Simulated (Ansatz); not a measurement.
Si2C

Input

```
crystal:
  lattice:
    - [2.8650659403, 0.0, 0.0]
    - [-1.4325329702, 2.4812198878, 0.0]
    - [0.0, 0.0, 4.880182703]
  atoms:
    - { symbol: Si, position: [0.0, 0.0, 0.7523925344] }
    - { symbol: Si, position: [0.0, 0.0, 0.2476074656] }
    - { symbol: C, position: [0.3333333333, 0.6666666667, 0.0] }
basis:
  ecutwfc: 420
kpoints:
  mp_grid: { grid: [18, 18, 10] }
hamiltonian:
  xc: pbe
scf:
  occupations: { method: gaussian, width: 0.1 }
output:
  forces: true
  stress: true
  eigenvalues: true
  write_density: true
  write_potential: true
  elf: true
  volumetric_format: npy
relax:
  adjacent_minimum: "off"
  f_tol: 0.01
  max_steps: 80
  cell: { stress_tol: 0.05 }
```

Run with:

```sh
ansatz run input.yaml --threads 1 --pin off --max-ram 2048MiB --backend cpu --events-out ev --progress --plain --runs-dir out
```

Below, planes, directions and counts refer to the conventional cell (a = 2.88 Å, b = 2.88 Å, c = 4.84 Å, α = 90.00°, β = 90.00°, γ = 120.00°).

The fields are those of the relaxed geometry.

Space group P-6m2; a structure generated by program, which may or may not match a known phase.

Method: Ansatz, DFT PBE, scalar-relativistic, plane waves, PAW.

The density is the valence pseudo-density of a PAW calculation; it isn't the true density close to the nuclei.

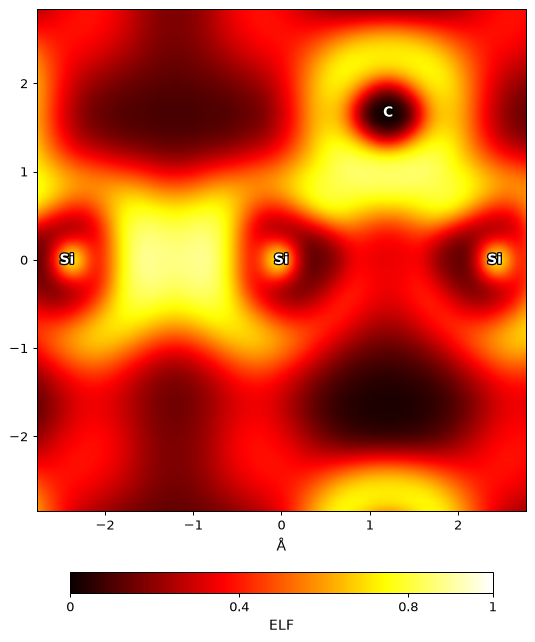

Figure 1. ELF on the (110) plane of the conventional cell.

Q: Interpret the plot.

A: Atoms in the plane: Si and C. Si–C (2.06 Å): the ELF peaks at about 0.85 between the atoms. Si–Si (2.42 Å): the ELF is about 0.35 at the midpoint.

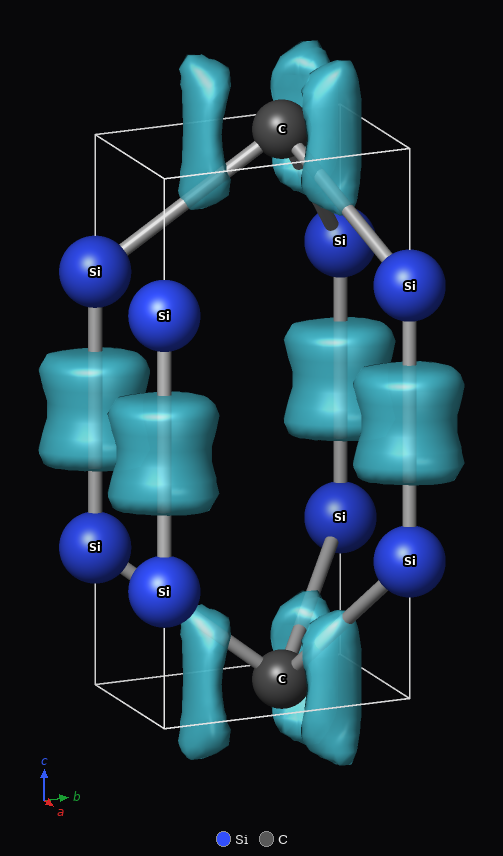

Figure 2. Isosurface of the ELF at 0.8 (cyan), seen slightly off an axis. Core shells and regions of very low density are left out. Sticks mark near contacts.

Q: Where are the electrons localised?

A: At this value the surface marks out three regions between bonded C–Si atoms and one region between bonded Si–Si atoms, counted in one cell of 3 atoms. Regions shared between cells count once.

Q: Does the calculation give a band gap?

A: It is gapless in this calculation (a metal or semimetal).
